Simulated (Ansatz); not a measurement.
**Run report: TiSi2, geometry relaxation (part 2 of 2)**

TiSi2 (Cmcm, 6 atoms in the cell); DFT PBEsol, scalar-relativistic, plane waves, PAW, no spin polarisation (Ansatz 0.2.0); cutoff 420 eV, 10×10×10 k-mesh, Gaussian smearing of 0.1 eV. The structure derives from a Materials Project entry.

Geometry of the input (Å; fractional positions):
```
1.7651  -6.7593  0.0000
1.7651  6.7593  0.0000
0.0000  0.0000  3.5652
Ti 0.8969  0.1031  0.7500
Ti 0.1031  0.8969  0.2500
Si 0.5583  0.4417  0.7500
Si 0.4417  0.5583  0.2500
Si 0.2497  0.7503  0.7500
Si 0.7503  0.2497  0.2500
```

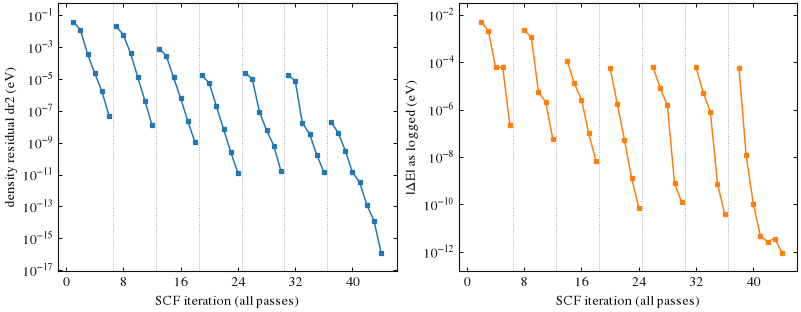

Fig. 1: Convergence of the self-consistent field: density residual dr2 and size of the energy change against the SCF iteration. The dotted lines part the SCF passes of the relaxation: geometry steps, rejected trials and re-solves on a re-selected basis. The 7 passes take 6 to 8 iterations each, 44 in all.

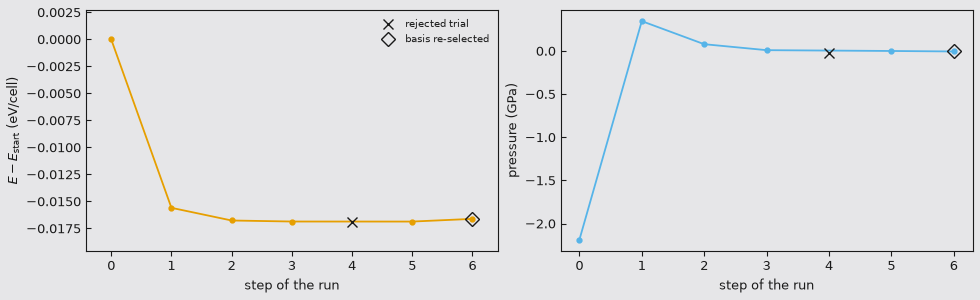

Fig. 2: Progress of the relaxation, step by step (the first geometry is step 0 here and step 1 in the log).

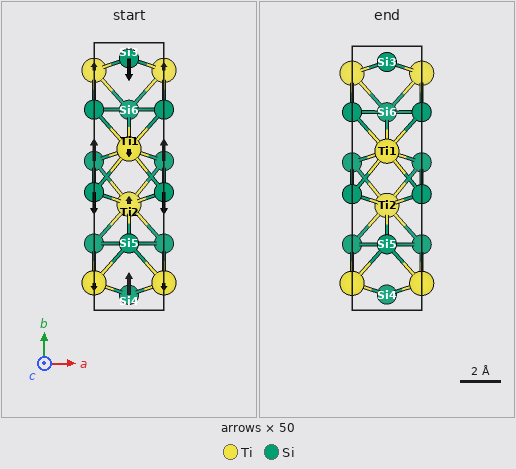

Fig. 3: Before (left) and after (right) the relaxation, at one scale (ball-and-stick view of the cell 2 times as large as that of the calculation, set on its symmetry axes, along the c axis). The black arrows give the displacements (without the part carried along by the change of the cell), magnified 50 times. The energy falls by 16.9 meV per cell of the calculation in 5 geometry steps. The largest force component goes from 0.19 to 0.0016 eV/Å. The pressure goes from −2.19 to −0.01 GPa. The line search rejected the trial step at point 4 (counted from 0) and went back. The largest moves relative to the cell, 0.023 Å, are those of Si3 and Si4. By element the largest moves are Si 0.023 Å, Ti 0.008 Å. The drawn cell changes as follows: a 3.530 → 3.517 Å (−0.4 %), b 13.519 → 13.348 Å (−1.3 %), c 3.565 → 3.556 Å (−0.3 %); the volume changes by −1.9 %. Among the contacts that change: Ti1–Si5 2.660 → 2.643 Å, Ti1–Si4 2.581 → 2.564 Å, Ti1–Si6 2.665 → 2.650 Å, Ti1–Si3 2.806 → 2.792 Å. The space group stays Cmcm (No. 63). A last SCF at the same geometry on a re-selected plane-wave basis shifts the energy by +0.3 meV per cell of the calculation. (Atoms are counted from 1 in the order of the input.)

```
basis re-selected at this cell: Δ(F+E_penalty+E_count) = +2.497e-4 eV, ΔP = -0.006 GPa vs the last step (what re-selecting the basis moved, of the pressure what is left beyond the Pulay correction that the steps carried, after the strain that the cell walked since its last selection, with what the two solves' SCF thresholds leave and, on support functions, any second-order correction that the steps lacked; it is no measure of the basis error at this ecutwfc). This SCF's stress stands 1.39e-2 GPa from its target on what of the cell is left free (relax.cell.stress_tol is 5.00e-2 GPa) and its largest allowed force component is 1.64e-3 eV/Å (relax.f_tol is 5.00e-3 eV/Å): within both
SCF converged after 8 iterations
Free energy (F): -7437.804505 eV
Harris-Foulkes:  -7437.804505 eV  (|F-HF|=9.09e-13)
Internal energy: -7437.796803 eV  (E = F + TS)
E sigma→0 (E₀):  -7437.800654 eV
Entropy (-TS):   -0.007703 eV (-1.284 meV/atom)
Fermi energy:    13.164005 eV
--- Per-component energies (eV) ---
  E_band       = -212.748150
  E_kinetic    = 722.734773
  E_local      = -2051.228427  (includes V_loc(G=0)·N_el)
  E_nonlocal   = 121.702215
  E_hartree    = 894.576494
  E_xc         = -421.323515
  E_vxc        = -442.480713  (∫ρ·V_xc dr)
  E_paw        = -4041.688687  (= ΣΔE_a)
  E_vpaw       = -352.629256  (= ΣTr[D̂ρ^β])
  E_aug_tail   = 0.000270  (compensation charges beyond the density's cutoff)
  E_ewald      = -2662.974937
  E_core_change = 0.405011  (= ΣΔE_core)
  E_smearing   = -0.007703  (= −TS)
  E_closure    = 0.000000  (closes the sum)
  Σ components = -7437.804505   (vs F -7437.804505, Δ=0.00e0)
--- Forces (eV/Å), atoms counted from 1 ---
  atom   1  Ti     0.00000000    -0.00056507     0.00000000
  atom   2  Ti     0.00000000     0.00056507     0.00000000
  atom   3  Si     0.00000000    -0.00164017     0.00000000
  atom   4  Si     0.00000000     0.00164017     0.00000000
  atom   5  Si     0.00000000    -0.00051962     0.00000000
  atom   6  Si     0.00000000     0.00051962     0.00000000
  max |Σ_I F_I| component: 0.00e0 eV/Å
--- Stress (GPa, compression-positive) ---
        0.002311       0.000000       0.000000
        0.000000      -0.013863       0.000000
        0.000000       0.000000      -0.005262
  P = ⅓ Tr σ = -0.0056 GPa (-0.056 kbar)
--- Band table (eV; the first three rows and the last of 186) ---
  k-point 0: bands = ["-43.3228", "-43.3113", "-19.7949", "-19.7563", "-19.7538", "-19.7384", "-19.7244", "-19.6923", "-0.0358", "2.3499", "4.4848", "9.6775", "9.9954", "10.1915", "10.6027", "10.6368", "10.9669", "11.1213", "11.1519", "13.6136", "13.9806", "13.9907", "14.0661", "14.4906", "14.5314", "15.3875"]
  k-point 1: bands = ["-43.3221", "-43.3112", "-19.7936", "-19.7638", "-19.7529", "-19.7382", "-19.7299", "-19.6924", "0.0839", "2.4502", "4.5931", "8.5340", "9.5900", "10.2554", "10.5562", "11.0130", "11.0317", "11.1026", "11.5056", "13.3716", "13.6881", "13.8952", "14.3550", "14.8697", "14.9241", "15.3048"]
  k-point 2: bands = ["-43.3203", "-43.3110", "-19.7927", "-19.7822", "-19.7502", "-19.7411", "-19.7377", "-19.6942", "0.4399", "2.7500", "4.8774", "7.1095", "8.3644", "10.2610", "10.4267", "11.0389", "11.1559", "11.2829", "12.2519", "12.9419", "13.4350", "13.6336", "14.6953", "14.8480", "15.4027", "15.4584"]
  k-point 185: bands = ["-43.3130", "-43.3130", "-19.8255", "-19.8255", "-19.7399", "-19.7399", "-19.7194", "-19.7194", "3.1967", "3.1967", "3.9117", "3.9117", "9.5793", "9.5793", "9.7649", "9.7649", "11.0563", "11.0563", "12.2736", "12.2736", "13.7158", "13.7158", "14.8469", "14.8469", "15.6552", "15.6552"]
--- Relaxed structure (6 steps of the walk, 5 accepted, 1 SCFs on fresh bases) ---
  F+E_penalty+E_count = -7437.80450521 eV   max|allowed force component| = 1.640e-3 eV/Å   (the final SCF, on the basis selected at the relaxed cell)
  cell:  # Å, volume = 83.4618 Å³
    - [1.7585247999522937, -6.674123943533522, 0.0]
    - [1.7585247999522937, 6.674123943533522, 0.0]
    - [0.0, 0.0, 3.5556151813253494]
  atoms:
    - { symbol: Ti, position: [0.8975172580413422, 0.10248274195865781, 0.75] }
    - { symbol: Ti, position: [0.10248274195865781, 0.8975172580413422, 0.25] }
    - { symbol: Si, position: [0.5599863193037554, 0.4400136806962446, 0.75] }
    - { symbol: Si, position: [0.4400136806962446, 0.5599863193037554, 0.25] }
    - { symbol: Si, position: [0.24971980295322088, 0.7502801970467794, 0.75] }
    - { symbol: Si, position: [0.7502801970467794, 0.24971980295322088, 0.25] }
```

Trajectory as extended XYZ (Å, eV, eV/Å), 7 frames, from step=1 to step=7:
```
6
Lattice="1.7651 -6.7593 0.0000 1.7651 6.7593 0.0000 0.0000 0.0000 3.5652" Properties=species:S:1:pos:R:3:forces:R:3 step=1 energy=-7437.78789 pressure_GPa=-2.19
Ti    1.7651   -5.3653    2.6739    0.0000  -0.0060   0.0000
Ti    1.7651    5.3653    0.8913    0.0000   0.0060   0.0000
Si    1.7651   -0.7875    2.6739    0.0000  -0.1891   0.0000
Si    1.7651    0.7875    0.8913    0.0000   0.1891   0.0000
Si    1.7651    3.3839    2.6739    0.0000  -0.0076   0.0000
Si    1.7651   -3.3839    0.8913    0.0000   0.0076   0.0000
6
Lattice="1.7589 -6.6483 0.0000 1.7589 6.6483 0.0000 0.0000 0.0000 3.5590" Properties=species:S:1:pos:R:3:forces:R:3 step=2 energy=-7437.80348 pressure_GPa=0.35
Ti    1.7589   -5.2875    2.6693    0.0000  -0.0098   0.0000
Ti    1.7589    5.2875    0.8898    0.0000   0.0098   0.0000
Si    1.7589   -0.7934    2.6693    0.0000  -0.0843   0.0000
Si    1.7589    0.7934    0.8898    0.0000   0.0843   0.0000
Si    1.7589    3.3285    2.6693    0.0000   0.0000   0.0000
Si    1.7589   -3.3285    0.8898    0.0000   0.0000   0.0000
6
Lattice="1.7581 -6.6742 0.0000 1.7581 6.6742 0.0000 0.0000 0.0000 3.5555" Properties=species:S:1:pos:R:3:forces:R:3 step=3 energy=-7437.80466 pressure_GPa=0.08
Ti    1.7581   -5.3059    2.6666    0.0000  -0.0044   0.0000
Ti    1.7581    5.3059    0.8889    0.0000   0.0044   0.0000
Si    1.7581   -0.7980    2.6666    0.0000  -0.0344   0.0000
Si    1.7581    0.7980    0.8889    0.0000   0.0344   0.0000
Si    1.7581    3.3412    2.6666    0.0000  -0.0022   0.0000
Si    1.7581   -3.3412    0.8889    0.0000   0.0022   0.0000
6
Lattice="1.7585 -6.6744 0.0000 1.7585 6.6744 0.0000 0.0000 0.0000 3.5555" Properties=species:S:1:pos:R:3:forces:R:3 step=4 energy=-7437.80475 pressure_GPa=0.01
Ti    1.7585   -5.3063    2.6667    0.0000  -0.0022   0.0000
Ti    1.7585    5.3063    0.8889    0.0000   0.0022   0.0000
Si    1.7585   -0.8004    2.6667    0.0000  -0.0058   0.0000
Si    1.7585    0.8004    0.8889    0.0000   0.0058   0.0000
Si    1.7585    3.3410    2.6667    0.0000  -0.0011   0.0000
Si    1.7585   -3.3410    0.8889    0.0000   0.0011   0.0000
6
Lattice="1.7588 -6.6739 0.0000 1.7588 6.6739 0.0000 0.0000 0.0000 3.5554" Properties=species:S:1:pos:R:3:forces:R:3 step=5 energy=-7437.80475 pressure_GPa=-0.02 accepted=F
Ti    1.7588   -5.3066    2.6666    0.0000   0.0081   0.0000
Ti    1.7588    5.3066    0.8889    0.0000  -0.0081   0.0000
Si    1.7588   -0.8007    2.6666    0.0000  -0.0029   0.0000
Si    1.7588    0.8007    0.8889    0.0000   0.0029   0.0000
Si    1.7588    3.3405    2.6666    0.0000   0.0003   0.0000
Si    1.7588   -3.3405    0.8889    0.0000  -0.0003   0.0000
6
Lattice="1.7585 -6.6741 0.0000 1.7585 6.6741 0.0000 0.0000 0.0000 3.5556" Properties=species:S:1:pos:R:3:forces:R:3 step=6 energy=-7437.80476 pressure_GPa=-0.00
Ti    1.7585   -5.3062    2.6667    0.0000  -0.0006   0.0000
Ti    1.7585    5.3062    0.8889    0.0000   0.0006   0.0000
Si    1.7585   -0.8007    2.6667    0.0000  -0.0015   0.0000
Si    1.7585    0.8007    0.8889    0.0000   0.0015   0.0000
Si    1.7585    3.3408    2.6667    0.0000  -0.0005   0.0000
Si    1.7585   -3.3408    0.8889    0.0000   0.0005   0.0000
6
Lattice="1.7585 -6.6741 0.0000 1.7585 6.6741 0.0000 0.0000 0.0000 3.5556" Properties=species:S:1:pos:R:3:forces:R:3 step=7 energy=-7437.80451 pressure_GPa=-0.01
Ti    1.7585   -5.3062    2.6667    0.0000  -0.0006   0.0000
Ti    1.7585    5.3062    0.8889    0.0000   0.0006   0.0000
Si    1.7585   -0.8007    2.6667    0.0000  -0.0016   0.0000
Si    1.7585    0.8007    0.8889    0.0000   0.0016   0.0000
Si    1.7585    3.3408    2.6667    0.0000  -0.0005   0.0000
Si    1.7585   -3.3408    0.8889    0.0000   0.0005   0.0000
```

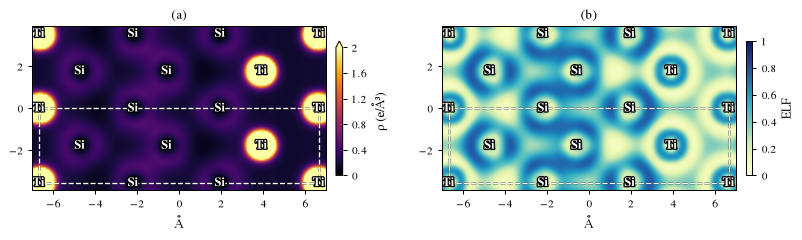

Fig. 4: (a) valence charge density (pseudo); (b) ELF on the (100) plane of the conventional cell. Ti–Si (2.65 Å): ρ is about 0.3 e/Å³ halfway; the ELF is about 0.40 at the midpoint. Away from the nuclei the density in this plane falls to 0.1 e/Å³ at its lowest. The strong features right at Ti lie inside the PAW spheres (semicore, d or f shells) and say nothing about bonding. The fields are those of the smooth PAW valence density.

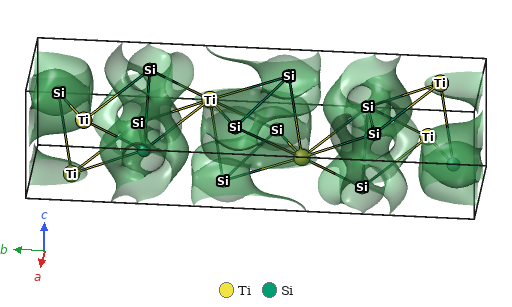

Fig. 5: Isosurface of the electron localisation function at 0.6 (green), seen at an oblique angle. Only the valence region is drawn (cores and ρ < 0.01 e/Å³ removed). Sticks mark near contacts. The outline is the cell set on symmetry axes. Ti–Si (2.56 Å): the ELF is about 0.40 at the midpoint.

Results in brief:

| quantity | value |
| --- | --- |
| outcome | converged |
| space group (tolerance 0.01 Å) | Cmcm (63) |
| electrons treated | 40 |
| free energy | −7437.8045 eV |
| Fermi energy | 13.164 eV |
| gap on the k-point mesh | none (metallic) |
| pressure | −0.01 GPa |
| final volume | 83.46 Å³ |
| largest force (length of the vector) at the end | 0.002 eV/Å |
| final cell | a = 6.902 Å, b = 6.902 Å, c = 3.556 Å, α = 90.00°, β = 90.00°, γ = 150.48° |
| wall time | 1.9 min |
| peak memory | 0.68 GiB |
